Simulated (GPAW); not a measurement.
Consider GaN (wurtzite (GaN)1-x(AlN)x, x = 0, P6_3mc).

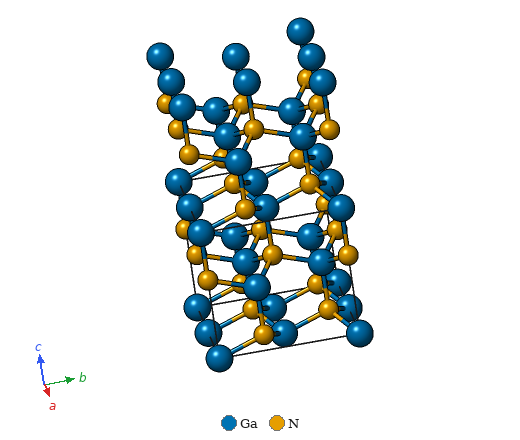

The structure (gallium blue, nitrogen orange). 1×1×2 cells are drawn. Some periodic images of atoms are drawn too.

```xyz
16
Lattice="6.3780 0.0000 0.0000 0.0000 5.5235 0.0000 0.0000 0.0000 5.1850" Properties=species:S:1:pos:R:3 pbc="T T T"
Ga    0.0000    0.0000    0.0009
N     0.0000    1.8411    0.6412
Ga    0.0000    1.8411    2.5934
N     0.0000    0.0000    3.2343
Ga    1.5945    2.7618    0.0009
N     1.5946    4.6029    0.6412
Ga    1.5945    4.6029    2.5934
N     1.5946    2.7618    3.2343
Ga    3.1890    0.0000    0.0009
N     3.1890    1.8411    0.6412
Ga    3.1890    1.8412    2.5934
N     3.1890    0.0000    3.2343
Ga    4.7835    2.7618    0.0009
N     4.7834    4.6029    0.6412
Ga    4.7835    4.6029    2.5934
N     4.7834    2.7618    3.2343
```

Absorber: atom 2, with 4 Ga at 1.95 Å (tetrahedral). Method: GPAW, LDA, excited-electron core hole (neutral cell), 16-atom cell with 5.2 Å between holes, 4×4×5 k points, dipole transitions, Gaussian full width 0.9 eV up to 4 eV, rising linearly to 3.5 eV at 25 eV.

**Question.** Where do the maxima of the N K edge fall?

Main maxima up to 24 eV above the zero (height): 5.2 eV (3.27), 10.8 eV (0.86) and 22.2 eV (1.01). A K edge sees empty p states on the absorber. The total-energy difference is 402.97 eV. One term is added: -7.76 eV, since the hole is spin-paired here and a spin-polarised one costs that much less in the free atom (computed apart). The photon energy is then 395.21 eV. The functional leaves an error in such absolute values: in the free atom LDA prices this hole 3.5 eV below PBE (computed apart), and PBE is itself good to a few eV.

The N K spectrum (energy from the bottom of the conduction band, which holds the excited electron; intensity scaled to a mean of 1 over the first 20 eV; polarised curves are means over the symmetry-equivalent atoms):

| E (eV) | isotropic | ε ⊥ c | ε ∥ c |
| --- | --- | --- | --- |
| -2.0 | 0.00 | 0.00 | 0.00 |
| -0.5 | 0.00 | 0.00 | 0.00 |
| 1.0 | 0.08 | 0.09 | 0.06 |
| 2.5 | 1.06 | 1.05 | 1.06 |
| 4.0 | 2.45 | 2.37 | 2.60 |
| 5.5 | 3.08 | 3.39 | 2.46 |
| 7.0 | 1.37 | 1.16 | 1.78 |
| 8.5 | 1.01 | 0.90 | 1.22 |
| 10.0 | 0.81 | 0.99 | 0.45 |
| 11.5 | 0.79 | 0.93 | 0.51 |
| 13.0 | 0.46 | 0.39 | 0.62 |
| 14.5 | 0.33 | 0.25 | 0.47 |
| 16.0 | 0.44 | 0.40 | 0.51 |
| 17.5 | 0.54 | 0.49 | 0.65 |
| 19.0 | 0.71 | 0.70 | 0.74 |
| 20.5 | 0.85 | 0.91 | 0.73 |
| 22.0 | 1.01 | 1.06 | 0.90 |
| 23.5 | 0.89 | 0.86 | 0.94 |
| 25.0 | 0.70 | 0.65 | 0.80 |

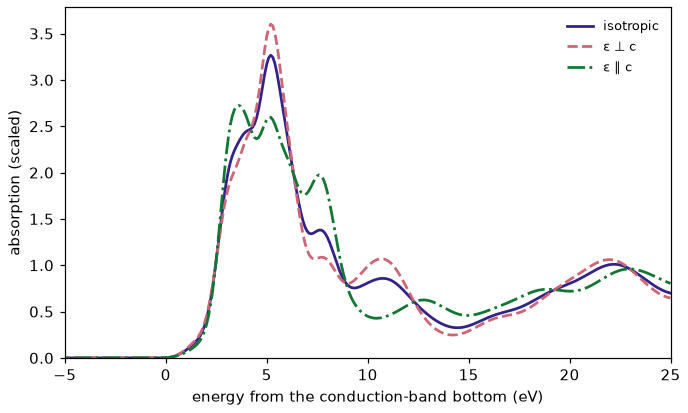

The N K edge.

The holes are only 5.2 Å apart, so the shape is probably not converged with cell size; no larger cell was run here. The mesh is coarse (0.28 Å⁻¹ between points), so small maxima may be mesh ripples.

[Banner, clock and machine lines of the logs are left out without a mark of their own.]

[Logs are printed without paths, hosts, clocks, repeated set-up lines and the standing remarks that a program may print on its own settings, such as how far it seeks lower states.]

[Hosts, paths, dates, database ids (printed as entryN), source tags and the programs' standing remarks are cut or masked in the printed files.]

[Lists of maxima count a maximum above −3 eV only where it reaches 4 % of the highest in the window and stands out from its surroundings by 2 % of it (1.5 % where it reaches 55 %); shoulders and weaker maxima are passed over, and of the rest the first, up to two pre-edge ones and the few strongest are named.]
